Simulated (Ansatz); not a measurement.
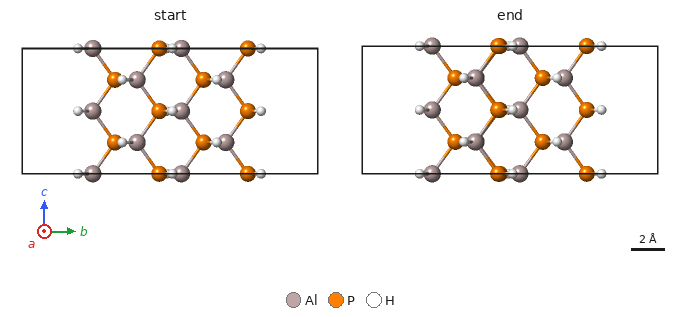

The structure of a wire of composition Al3P3H5 before (left) and after (right) a relaxation, at one scale.

A ball-and-stick model of the 2 repeat of the cell, with the vacuum cut short, seen along the a axis.

Case: wire along [1 1 0], 12 atoms a period, capped with H.

Method: Ansatz 0.2.0, DFT PBE, scalar-relativistic, plane waves, PAW.

The input:
```yaml
crystal:
  lattice:
    - [17.5, 0.0, 0.0]
    - [0.0, 20.7, 0.0]
    - [0.0, 0.0, 3.8938964419]
  atoms:
    - { symbol: Al, position: [0.555627092, 0.5357638487, 0.0] }
    - { symbol: Al, position: [0.555627092, 0.2697348073, 0.0] }
    - { symbol: P, position: [0.555627092, 0.6022711091, 0.5] }
    - { symbol: P, position: [0.555627092, 0.3362420676, 0.5] }
    - { symbol: Al, position: [0.444372908, 0.6687783695, 0.5] }
    - { symbol: Al, position: [0.444372908, 0.402749328, 0.5] }
    - { symbol: P, position: [0.6668812761, 0.4692565884, 0.0] }
    - { symbol: Al, position: [0.6668812761, 0.402749328, 0.5] }
    - { symbol: P, position: [0.444372908, 0.7352856299, 0.0] }
    - { symbol: P, position: [0.444372908, 0.4692565884, 0.0] }
    - { symbol: Al, position: [0.3331187239, 0.5357638487, 0.0] }
    - { symbol: P, position: [0.3331187239, 0.6022711091, 0.5] }
    - { symbol: H, position: [0.630278208, 0.2251086995, 0.0] }
    - { symbol: H, position: [0.4809759761, 0.2251086995, 0.0] }
    - { symbol: H, position: [0.6218799575, 0.6418767798, 0.5] }
    - { symbol: H, position: [0.369721792, 0.3581232202, 0.5] }
    - { symbol: H, position: [0.7331341415, 0.508862259, 0.0] }
    - { symbol: H, position: [0.7415323921, 0.3581232202, 0.5] }
    - { symbol: H, position: [0.5106257734, 0.7748913005, 0.0] }
    - { symbol: H, position: [0.3781200425, 0.7748913005, 0.0] }
    - { symbol: H, position: [0.2584676079, 0.491137741, 0.0] }
    - { symbol: H, position: [0.2668658585, 0.6418767798, 0.5] }
basis:
  ecutwfc: 420
kpoints:
  mp_grid: { grid: [1, 1, 9] }
hamiltonian:
  xc: pbe
scf:
  occupations: { method: gaussian, width: 0.05 }
output:
  forces: true
  stress: true
  eigenvalues: true
  populations: true
  write_density: true
  write_potential: true
  elf: true
  volumetric_format: npy
relax:
  adjacent_minimum: "off"
  f_tol: 0.02
  max_steps: 45
  cell: { fix: [a, b, alpha, beta, gamma], stress_tol: 0.03 }
```

Launched with:
```bash
ansatz run input.yaml --threads 4 --pin off --max-ram 11264MiB --backend cpu --events-out ev --progress --plain --runs-dir out
```

> Summarise the run.

The largest moves relative to the centre of the atoms, 0.20 Å, are those of H16 and H18. By element the largest moves are H 0.20 Å, Al 0.13 Å, P 0.08 Å. Along the periodic axis the drawn cell goes c 7.788 → 7.935 Å (+1.9 %). Near-neighbour distances that change, for instance: Al6–P10 2.385 → 2.464 Å, Al11–P12 2.385 → 2.448 Å, Al1–P10 2.385 → 2.323 Å, Al1–P3 2.385 → 2.444 Å. Bond angles that change, for instance: P10–Al11–H21 109.5° → 121.7°, H13–Al2–H14 109.5° → 121.7°, P4–Al6–H16 109.5° → 120.5°. After 4 accepted moves (5 points after the start) the energy has fallen by 0.484 eV per cell of the calculation. Largest force component: 1.3 eV/Å at the start, 0.0096 eV/Å at the end. The SCF was repeated once at an unchanged geometry on a basis and grid sized afresh for the cell, which shifted the energy by 3.7 meV per cell of the calculation at most.
